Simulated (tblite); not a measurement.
C8H6: molecular dynamics (part 2 of 2)

C8H6, SMILES C#Cc1ccccc1; GFN2-xTB Langevin dynamics, gas phase (tblite 0.8.0). 

Geometry of the input (Å):
```
C  3.3221  -0.2425  0.1533
C  2.1263  -0.1560  0.0945
C  0.7154  -0.0529  0.0267
C  0.1142  1.1788  -0.2313
C  -1.2628  1.2742  -0.2948
C  -2.0501  0.1498  -0.1043
C  -1.4562  -1.0759  0.1517
C  -0.0802  -1.1821  0.2188
H  4.3672  -0.3183  0.2049
H  0.7341  2.0512  -0.3796
H  -1.7259  2.2300  -0.4932
H  -3.1261  0.2287  -0.1552
H  -2.0700  -1.9526  0.3000
H  0.3893  -2.1343  0.4198
```

## Trajectory as extended XYZ, continued
```
14
Properties=species:S:1:pos:R:3:forces:R:3 step=4550 time_fs=6825.0 energy=-546.23170 temperature=609.9
C     5.3103   -5.5526   -4.7811   -2.9950   0.7150   0.0500
C     4.1253   -5.2860   -4.7288    1.2260   0.6220  -0.4270
C     2.8634   -4.6370   -4.8409   -0.1600  -0.2930   0.9030
C     1.8996   -4.9332   -3.8478    0.2650  -0.1690  -0.6160
C     0.6648   -4.3691   -4.0784   -0.0310   0.5950  -0.8600
C     0.5086   -3.4072   -5.0828   -1.6950  -0.8480   0.8980
C     1.4783   -3.0041   -5.9542   -1.0590   0.8190   0.8460
C     2.6493   -3.6345   -5.8150    1.5740  -1.8170   1.0250
H     6.2861   -5.6846   -4.5712    1.8400  -0.6460   0.1830
H     2.1143   -5.5948   -2.9884   -0.1560   0.3610  -0.8270
H    -0.2577   -4.6369   -3.6174   -0.0700  -0.2380   0.8730
H    -0.5023   -3.0494   -5.1748   -0.1700   0.3870  -0.1490
H     1.2856   -2.1212   -6.5153    0.1880   0.1600  -0.7950
H     3.4761   -3.4206   -6.4075    1.2440   0.3520  -1.1020
14
Properties=species:S:1:pos:R:3:forces:R:3 step=4900 time_fs=7350.0 energy=-546.00536 temperature=726.5
C     4.8168   -4.4106   -6.3555   -0.8610   0.0790   0.3840
C     3.6185   -4.2979   -6.3672   -0.7200  -0.2510   0.1850
C     2.1744   -4.1413   -6.2580    3.7410  -2.6780   0.3590
C     1.4472   -5.0226   -5.5229    0.5110  -4.1490   0.7290
C     0.1064   -4.8828   -5.2463    0.3070   1.8700   0.8640
C    -0.4699   -3.6547   -5.6328    0.4270  -0.2150  -0.1250
C     0.3218   -2.7533   -6.3652   -2.2980   0.9870   0.8080
C     1.6255   -3.0192   -6.6506   -0.3430   4.1060  -1.9640
H     5.8078   -4.4817   -6.0509    0.5330  -0.0420  -0.3310
H     1.9502   -6.0465   -5.2653   -0.7730   1.8950  -0.0860
H    -0.2513   -5.4100   -4.3722   -0.6210  -0.4770  -0.6780
H    -1.4986   -3.4223   -5.3405    0.4990   0.0160  -0.2170
H    -0.0834   -1.7296   -6.5318    0.2120  -0.9440  -0.2090
H     2.2685   -2.2887   -7.1772   -0.6130  -0.1990   0.2810
14
Properties=species:S:1:pos:R:3:forces:R:3 step=5250 time_fs=7875.0 energy=-545.57922 temperature=740.4
C     5.0478   -3.9740   -6.8373   -2.1860  -0.6910  -0.5550
C     3.8615   -3.9996   -6.5244    0.7700  -0.3400   0.0320
C     2.4901   -3.9384   -6.0455    1.2230  -0.5640   0.5580
C     1.8657   -5.0955   -5.4480   -1.2660   0.6100  -0.2960
C     0.5198   -5.0306   -4.9098    3.7790   0.1650  -0.6860
C    -0.1024   -3.7996   -4.9778    1.3780   0.2700  -2.7320
C     0.4254   -2.7804   -5.8400    2.9450  -0.7020   1.7020
C     1.8818   -2.6886   -6.1726   -4.6740  -2.0270   0.9720
H     5.7661   -4.2553   -7.5747    0.1710   0.4900   0.7780
H     2.3402   -6.0913   -5.5321   -0.0650   0.9310   0.2100
H     0.1673   -5.9041   -4.3697   -0.1780   0.3700  -0.2160
H    -1.1108   -3.8536   -4.7198   -1.4210   0.7600   0.4830
H    -0.1702   -1.9296   -5.9915   -0.5860   0.9190  -0.2160
H     2.2842   -1.8009   -6.6202    0.1110  -0.1910  -0.0330
14
Properties=species:S:1:pos:R:3:forces:R:3 step=5600 time_fs=8400.0 energy=-545.73043 temperature=595.1
C     4.7543   -2.3642   -5.4441    3.6740  -0.6480   0.0780
C     3.5946   -2.2029   -5.5049   -3.9090   0.8240  -0.4740
C     2.1873   -2.4143   -5.6954    0.8910  -1.5970   0.4330
C     2.0313   -3.8260   -6.0174   -1.4770   2.4150   0.0050
C     0.7559   -4.3504   -6.1290    0.0140   0.1800   1.4910
C    -0.3960   -3.5844   -5.7334    1.0080   0.5250   0.4500
C    -0.2327   -2.2036   -5.4058    4.1220  -3.4420  -1.0890
C     1.1248   -1.6343   -5.3403   -3.4790  -0.4840  -1.0060
H     5.7816   -2.6068   -5.4335   -0.1110   0.3920   0.1620
H     2.9665   -4.2943   -6.2046    0.0450  -0.8050  -0.1820
H     0.7442   -5.4426   -6.1760   -0.5830   0.3920  -0.4620
H    -1.3542   -4.1417   -5.5545    0.9490   0.8980  -0.5110
H    -1.0160   -1.6664   -5.0621   -2.1130   1.5420   0.7480
H     1.0337   -0.5596   -5.2214    0.9690  -0.1920   0.3570
14
Properties=species:S:1:pos:R:3:forces:R:3 step=5950 time_fs=8925.0 energy=-545.82604 temperature=646.0
C     2.8725   -2.0153   -3.6299   -2.0490  -0.1160  -0.9480
C     1.6923   -2.1787   -3.9823    4.4390   0.8390   2.0260
C     0.4015   -2.6487   -4.1823    0.6840  -1.9470  -2.7620
C     0.3525   -3.9103   -4.8366   -0.0400  -0.6560   0.4390
C    -0.8683   -4.3819   -5.3008    1.4270   0.1760  -1.3970
C    -1.9791   -3.5828   -5.2814   -2.7550  -0.8590   1.3570
C    -1.9636   -2.4344   -4.5058   -0.7240   0.0360  -0.8740
C    -0.7370   -1.8918   -4.2752    0.0880   0.0790   2.0650
H     3.9356   -1.7920   -3.4713   -1.5890  -0.2470  -0.2430
H     1.2002   -4.6214   -4.9450   -0.4240   0.9720   0.3830
H    -0.7717   -5.2315   -5.9627   -0.5550  -0.3420   0.2820
H    -3.0079   -3.9945   -5.4865    1.2480   0.2720  -0.3160
H    -2.8690   -1.9075   -4.1885    0.3340  -0.1240  -0.5610
H    -0.6784   -1.0309   -3.6951   -0.0850   1.9180   0.5490
14
Properties=species:S:1:pos:R:3:forces:R:3 step=6300 time_fs=9450.0 energy=-545.62855 temperature=555.6
C     2.6695   -2.4164   -2.0778    2.4190   1.3060   1.8850
C     1.6613   -2.9410   -2.4322   -0.1440  -0.4830   0.0890
C     0.6720   -3.5341   -3.1868   -3.0000   1.9390  -2.3420
C     0.4063   -4.8507   -3.3966    4.4490  -2.7140   3.9200
C    -0.4063   -5.4801   -4.2229   -2.2020  -1.8550  -2.1320
C    -1.1233   -4.6702   -5.0825   -2.6080  -0.6630  -1.1740
C    -1.0774   -3.3354   -4.9263    0.6380   4.6390   0.5660
C    -0.2277   -2.7268   -3.9345   -0.5370   0.4810  -0.2320
H     3.4878   -1.9723   -1.4801   -1.2700  -0.6360  -1.0990
H     1.0814   -5.4740   -2.7084   -0.8860   0.1990  -0.8740
H    -0.5958   -6.5773   -4.3210    0.5990   1.0330   0.5180
H    -2.0046   -4.9895   -5.7163    1.5040  -0.3000   0.3920
H    -1.6511   -2.5608   -5.6096    0.8730  -1.7900   1.4290
H    -0.3181   -1.6449   -3.6234    0.1640  -1.1570  -0.9450
14
Properties=species:S:1:pos:R:3:forces:R:3 step=6650 time_fs=9975.0 energy=-545.80141 temperature=659.6
C     1.5768   -1.5240   -2.6785    1.7400   2.4330   0.7930
C     0.9026   -2.2487   -3.3166   -1.3640  -1.8510  -1.4770
C    -0.0642   -2.9859   -4.0095   -0.3850  -1.1230   0.6630
C    -0.5687   -4.2061   -3.5650    0.1970  -0.8150   1.2810
C    -1.7605   -4.7120   -4.0818   -0.5510  -1.5120   2.1700
C    -2.4196   -4.0511   -5.0802    1.8630   0.9580  -1.2290
C    -1.7769   -2.9233   -5.6561   -0.4220  -0.5680  -0.3060
C    -0.6217   -2.3435   -5.0959   -2.4780  -1.8870  -0.3720
H     2.1002   -0.6193   -2.6201    0.4550  -0.0590   0.8570
H    -0.0208   -4.7481   -2.7247   -0.8770   0.7600  -1.1410
H    -2.2797   -5.5888   -3.5194    1.1000   1.2620  -1.2170
H    -3.1763   -4.4670   -5.7066   -0.7340  -0.2660   0.4610
H    -2.3237   -2.7006   -6.5932    0.9900   0.9790   0.5980
H    -0.1714   -1.4509   -5.3402    0.4660   1.6900  -1.0800
14
Properties=species:S:1:pos:R:3:forces:R:3 step=7000 time_fs=10500.0 energy=-546.02876 temperature=946.9
C     0.9321    0.2667   -5.4757   -1.9610  -2.9850   3.5450
C     0.5564   -0.4658   -4.5632    0.2570   1.2830  -1.2130
C    -0.0350   -1.4573   -3.7266   -1.0500   0.7900  -1.5150
C     0.7299   -2.2274   -2.8969    2.1300   0.9120   0.0520
C     0.2406   -3.3975   -2.4564   -0.6860  -2.9360   2.3850
C    -1.0550   -3.9494   -2.7407    1.0200   3.4890  -1.3440
C    -1.8897   -3.1000   -3.5062    1.8230   1.2220   0.8890
C    -1.3662   -1.8206   -3.8906   -1.0750  -1.7150  -0.0370
H     1.6209    0.8116   -5.9342    1.5480   1.7200  -1.6860
H     1.7625   -1.8479   -2.6660   -1.0200  -0.7200  -0.0870
H     0.8773   -3.9224   -1.6780   -0.7780   0.2140  -1.0940
H    -1.3759   -4.8746   -2.3937   -0.2410  -1.2060   0.4580
H    -2.9268   -3.2844   -3.7256    0.0470  -0.2930   0.0410
H    -2.0578   -1.1609   -4.3762   -0.0130   0.2220  -0.3920
14
Properties=species:S:1:pos:R:3:forces:R:3 step=7350 time_fs=11025.0 energy=-545.54549 temperature=712.4
C     0.1632    0.7173   -7.1034    0.9060   2.1120  -2.4690
C     0.2245    0.0295   -6.1331   -1.1360  -1.0300   1.9210
C    -0.0087   -0.8237   -4.9930    3.0370   0.3390  -0.3390
C     1.2857   -1.2676   -4.4570   -2.0850  -1.0120   0.7800
C     1.4215   -2.3457   -3.5452   -0.4550   2.3730  -1.4930
C     0.2423   -2.9677   -3.3083   -1.3810  -2.1650   1.4500
C    -0.9474   -2.3022   -3.5601   -2.4160  -0.9950   0.2660
C    -1.2158   -1.2331   -4.4052    4.1040  -0.9720   0.2890
H     0.4477    1.4052   -7.9333   -0.6780  -1.2810   1.3580
H     2.2316   -0.8916   -4.7099    0.5280   1.0820  -0.8960
H     2.3339   -2.4659   -3.0114    0.4720  -0.6620  -0.2010
H     0.1922   -4.0292   -2.8726    0.0340   1.7730  -0.1840
H    -1.8650   -2.7189   -3.1070    0.5260  -0.1700  -0.1510
H    -2.1369   -0.8020   -4.5657   -1.4570   0.6070  -0.3320
14
Properties=species:S:1:pos:R:3:forces:R:3 step=7700 time_fs=11550.0 energy=-546.05564 temperature=621.8
C    -2.0268    1.0887   -5.1090    0.7570  -0.8890   0.2150
C    -1.7132   -0.0616   -5.4111   -1.5870   4.7710   1.4400
C    -1.0988   -1.2468   -5.5873    0.7610  -4.0790   0.3920
C    -0.2402   -1.4425   -6.6580    0.2540  -0.1980   0.1510
C     0.6224   -2.5291   -6.8030   -1.3830  -0.9910   0.6890
C     0.4989   -3.6336   -5.9518   -2.0110   1.2790   2.0120
C    -0.4769   -3.5127   -4.8344    1.8040   2.2830  -3.7020
C    -1.2415   -2.3557   -4.6847    0.8310  -0.2900   0.5640
H    -2.0992    2.0956   -4.6801   -0.2710  -1.3920  -0.8640
H    -0.2562   -0.6587   -7.3749    0.3890   0.4740  -0.6040
H     1.1866   -2.5482   -7.7022    0.6970  -0.1880  -0.3060
H     1.0707   -4.5521   -5.9762    0.0430   0.3440  -0.3060
H    -0.5160   -4.2857   -4.1615   -0.2720  -1.4860   1.2980
H    -1.7978   -2.3168   -3.7269   -0.0110   0.3620  -0.9790
14
Properties=species:S:1:pos:R:3:forces:R:3 step=8050 time_fs=12075.0 energy=-546.35771 temperature=736.2
C    -1.5294    0.6149   -4.1063   -0.3090   2.4230   0.5400
C    -1.4093   -0.5127   -4.4580    0.5510  -1.9110  -0.9690
C    -1.0102   -1.8113   -4.9274    0.0360   0.1460   1.0610
C     0.0587   -1.9413   -5.8204    0.0180  -0.1620  -0.2470
C     0.4380   -3.2167   -6.1762    0.2510  -0.9700   0.4820
C    -0.0450   -4.3692   -5.5283   -0.1750   1.6310  -0.0500
C    -0.9513   -4.2303   -4.4640   -0.1810   0.0530  -2.2830
C    -1.5263   -2.9574   -4.2946    1.2700  -1.0190   0.5110
H    -1.6667    1.6524   -3.8469    0.0090  -1.0100  -0.1010
H     0.6535   -1.1333   -6.2540   -0.7490   0.0720   0.2690
H     1.2267   -3.3823   -6.9010   -0.1000   0.2340  -0.0620
H     0.3542   -5.2652   -5.9372   -0.0270  -0.8330   0.3660
H    -1.3612   -5.1680   -4.0808    0.1170   0.6980   0.4460
H    -2.1600   -2.9276   -3.4354   -0.7090   0.6470   0.0390
14
Properties=species:S:1:pos:R:3:forces:R:3 step=8400 time_fs=12600.0 energy=-545.52711 temperature=504.5
C    -0.4492    1.3782   -3.8785    0.7680  -3.3890  -0.9310
C    -0.1797    0.2270   -4.1189   -0.7240  -0.5890  -0.0530
C    -0.2088   -1.2060   -4.2766    0.3390   0.5870   1.1940
C     0.1880   -1.8654   -5.4396    0.5670   0.8910   2.1450
C     0.3868   -3.2058   -5.3315    0.1620  -2.0060   1.2830
C     0.0526   -4.0128   -4.1782   -1.2900   3.7910  -0.7280
C    -0.5452   -3.3040   -3.0809   -0.8960  -1.8720  -0.6790
C    -0.5278   -1.9252   -3.1067    0.1780   0.0040  -1.8790
H    -0.6742    2.2589   -3.5054   -0.4940   3.1050   0.8890
H     0.7864   -1.2162   -6.0133   -0.0910   0.1470  -1.7660
H     0.8954   -3.6347   -6.1657    0.1590  -0.7360  -0.2980
H     0.1817   -5.0454   -4.2518    0.0310  -1.1390   0.2190
H    -1.2578   -3.8171   -2.3138    2.0650   0.6210  -0.9580
H    -0.6663   -1.3188   -2.2775   -0.7750   0.5840   1.5620
```

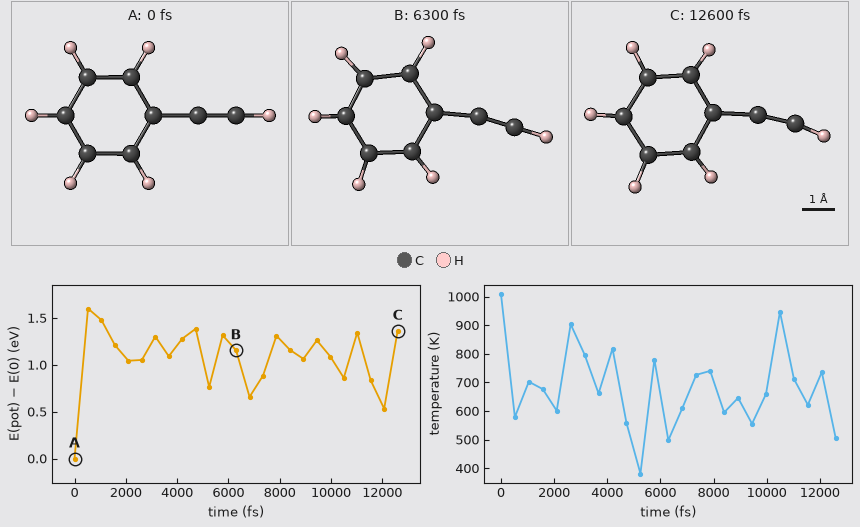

Figure 1. Frames of the molecular dynamics (ball-and-stick, seen on its broad side) above the curves, on which the letters mark them. The trajectory kept here has 25 frames over 12600 fs. The temperature starts at 1011 K, ranges from 382 to 1011 K and averages 658 K over the second half. The potential energy ends 1.363 eV above its first value. After an unweighted best fit of the last frame on the first, the root-mean-square displacement is 0.24 Å, and H9 has moved furthest (0.48 Å).

## Key numbers

```json
{"quantity": "outcome", "value": "finished"}
{"quantity": "mean temperature over the second half", "value": "658 K"}
{"quantity": "trajectory", "value": "25 frames kept, 12600 fs"}
{"quantity": "hardware", "value": "1 CPU thread, shared host"}
{"quantity": "wall time", "value": "77 s"}
{"quantity": "peak memory", "value": "0.6 GiB"}
```
